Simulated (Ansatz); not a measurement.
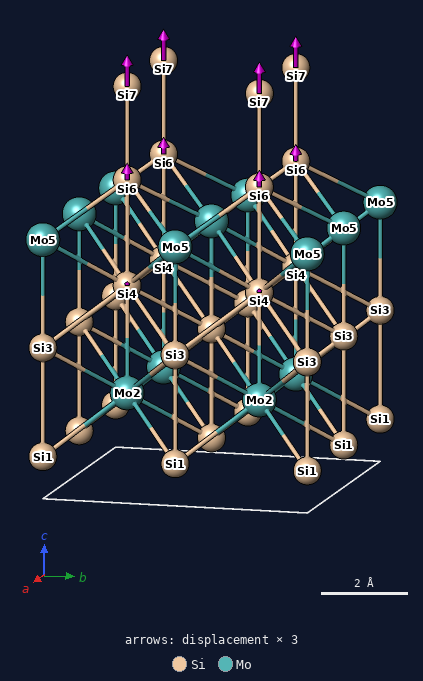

A constrained relaxation of a slab of composition Si5Mo2 (cut from the I4/mmm phase). The starting structure is drawn; purple arrows show the displacements, 3 times their true length.

A ball-and-stick model of the 2 × 2 repeat of the cell, outlined in the plane, without the vacuum, seen slightly off an axis.

Case: Si put at a top Si site. The slab is the (0 0 1) face of Si2Mo with Si on it. 3 atoms are held fixed.

All numbers below come from DFT PBEsol, scalar-relativistic, plane waves, PAW (Ansatz).

Input file:
```yaml
crystal:
  lattice:
    - [3.19007017, 0.0, 0.0]
    - [0.0, 3.19007017, 0.0]
    - [0.0, 0.0, 25.4908154018]
  atoms:
    - { symbol: Si, position: [0.0, 0.0, 0.3334534367] }
    - { symbol: Mo, position: [0.5, 0.5, 0.38406232] }
    - { symbol: Si, position: [0.0, 0.0, 0.4346712031] }
    - { symbol: Si, position: [0.5, 0.5, 0.4840219182] }
    - { symbol: Mo, position: [0.0, 0.0, 0.5352171648] }
    - { symbol: Si, position: [0.5, 0.5, 0.5820857042] }
    - { symbol: Si, position: [0.5, 0.5, 0.6691758959] }
basis:
  ecutwfc: 420
kpoints:
  mp_grid: { grid: [9, 9, 1] }
hamiltonian:
  xc: pbesol
scf:
  occupations: { method: gaussian, width: 0.1 }
output:
  forces: true
  eigenvalues: true
  write_density: true
  write_potential: true
  elf: true
  volumetric_format: npy
relax:
  adjacent_minimum: "off"
  f_tol: 0.03
  max_steps: 70
  constraints: [{ sites: [0, 1, 2] }]
efield:
  axis: 3
  dipole_correction: true
  ramp_width: 0.04
```

Launched with:
```bash
ansatz run input.yaml --threads 1 --pin off --max-ram 2560MiB --backend cpu --events-out ev --progress --plain --runs-dir out
```

Atoms of which element are displaced furthest, and by how much?

Answer. Silicon: up to 0.25 Å, against 0.01 Å for molybdenum.

Describe the change and its energy.

Answer. Si7 moves most: 0.25 Å along the normal (+c). By element the largest moves are Si 0.25 Å, Mo 0.01 Å. The lattice vectors keep their values. Some distances before and after: Si6–Si7 2.220 → 2.336 Å, Si4–Si6 2.500 → 2.605 Å, Mo5–Si6 2.553 → 2.626 Å, Mo2–Si4 2.548 → 2.582 Å. Bond angles that change, for instance: Mo5–Si6–Mo5 124.2° → 118.4°, Si4–Si6–Mo5 62.1° → 59.2°, Mo5–Si6–Si7 117.9° → 120.8°. The energy falls by 0.140 eV per cell of the calculation in 3 geometry steps. Largest force component: 1.2 eV/Å at the start, 0.0071 eV/Å at the end. Cost: 30 s on 1 thread of Intel(R) Xeon(R) Platinum 8559C (Emerald Rapids), on a shared host, peak memory 0.52 GiB.

Limits of the set-up: the periodic images lie only 3.2 Å apart, so the values are limited by the cell's size.
